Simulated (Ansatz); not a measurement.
Consider Ti6Si (slab).

```
Ti Si
1.0
     2.83197    0.00000    0.00000
     0.00000    4.57935    0.00000
     0.00000    0.00000   22.05069
Ti Si
6 1
Cartesian
  1.4160 0.0000 4.0000
  0.0000 2.2897 5.3219
  1.4160 0.0000 6.6439
  1.4160 2.2897 7.9951
  0.0000 0.0000 9.2794
  1.4160 2.2897 10.5506
  1.8880 2.2897 12.9932
```

Not relaxed (largest force 0.5 eV/Å); computed without spin polarisation; PAW files of the earlier set (soft_1).

Theory: Ansatz, DFT PBE, scalar-relativistic, plane waves, PAW.

### What can the converged valence pseudo-density and electron localisation function tell about the bonding?

Ti–Si (2.49 Å): the density is about 0.41 e/Å³ at the midpoint; the ELF peaks at about 0.85 in the valence shell of Si, 0.9 Å from its nucleus, and is about 0.55 at the midpoint.
Ti–Ti (2.56 Å): ρ at the midpoint is about 0.25 e/Å³; the ELF is about 0.10 at the midpoint (no localised pair shows between them).
Ti–Ti (2.83 Å): the density is about 0.19 e/Å³ at the midpoint; the ELF is about 0.15 at the midpoint: no localised pair shows between them.

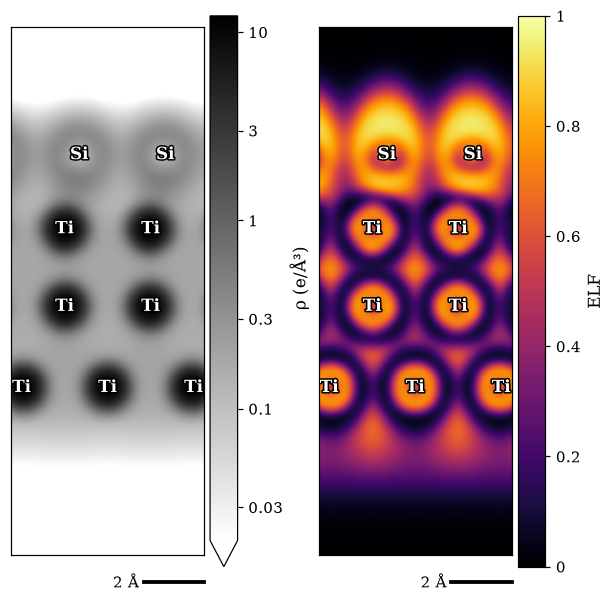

Computed valence pseudo-density and electron localisation function on the (010) plane of the calculation cell, a cut from vacuum to vacuum, in this order. 

The density is the valence pseudo-density of a PAW calculation; it isn't the true density close to the nuclei.
